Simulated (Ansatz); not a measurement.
System: a (001) slab cut from P (Cmce), 6 atoms in the cell. Starting structure of the relaxation:

```yaml
crystal:
  lattice:
    - [3.31741, 0.00000, 0.00000]
    - [-1.65871, 5.14536, 0.00000]
    - [0.00000, 0.00000, 22.68403]
  atoms:
    - { symbol: P, position: [0.89472, 0.78943, 0.37471] }
    - { symbol: P, position: [0.39472, 0.78943, 0.44026] }
    - { symbol: P, position: [0.60528, 0.21057, 0.46723] }
    - { symbol: P, position: [0.10528, 0.21057, 0.53277] }
    - { symbol: P, position: [0.89472, 0.78943, 0.55974] }
    - { symbol: P, position: [0.39472, 0.78943, 0.62529] }
```

Ansatz 0.2.0; DFT PBEsol, scalar-relativistic, plane waves, PAW, no spin polarisation, 9×6×1 k mesh, 420 eV cutoff, Gaussian smearing of 0.1 eV.

What does the potential across the slab give for the work function?

The work function is 4.60 eV at the right face and 5.39 eV at the left. The vacuum level is 0.79 eV higher at the left than at the right, so the slab carries a dipole along its normal; the ramp in the vacuum, at or near the edge of the plot, is the dipole correction that keeps each side flat. Some atoms were held fixed in the relaxation, which can itself make the faces differ. The outermost atoms are 4.8 Å apart, which leaves 17.9 Å of vacuum in a cell 22.7 Å high.

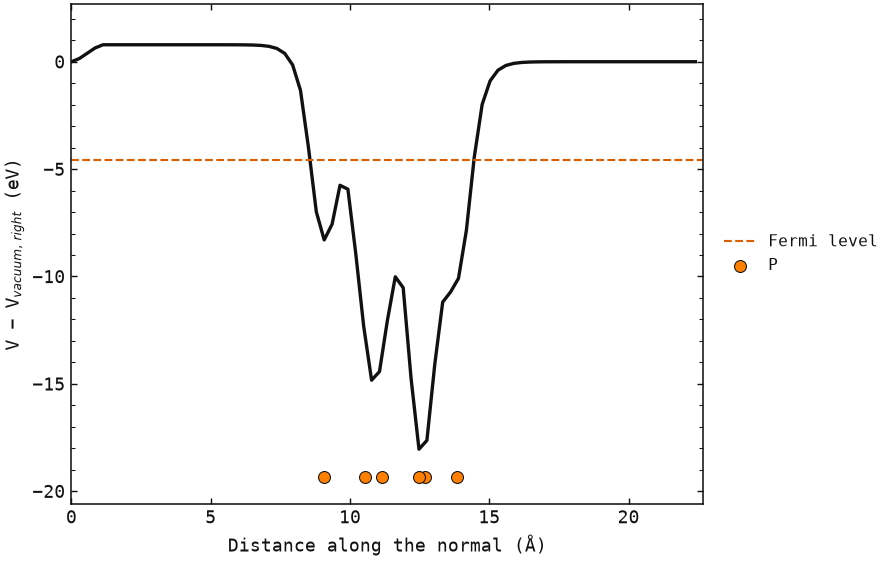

Plane-averaged electrostatic potential energy of an electron across the slab; circles at the bottom mark the heights of the atoms (positions after relaxation).
